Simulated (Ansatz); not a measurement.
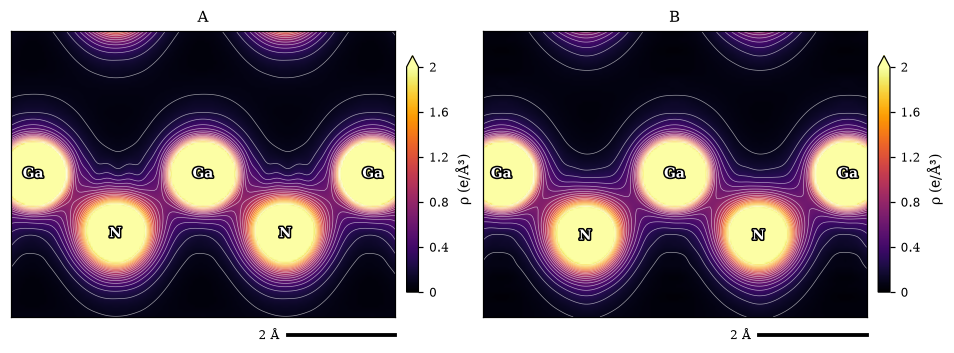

GaN. The valence electron density of two cells that differ in size and shape, on the (010) plane of each (indices in the axes of the calculation cell), at one length scale and on one colour scale: B has 12.0 Å³ an atom and A 11.1.

Theory: DFT PBEsol, scalar-relativistic, plane waves, PAW (Ansatz).

Core electrons are frozen (PAW), and the valence fields are smoothed inside the atomic spheres.

### What changes from the larger cell to the smaller?

From the larger cell to the smaller, Ga–N goes from 1.95 to 1.89 Å, and the density at its midpoint from 0.74 to 0.82 e/Å³; the pressure goes from −8 to 6 GPa; the Kohn–Sham gap goes from 1.3 eV to 1.8 eV.

PAW datasets: the set soft_1.
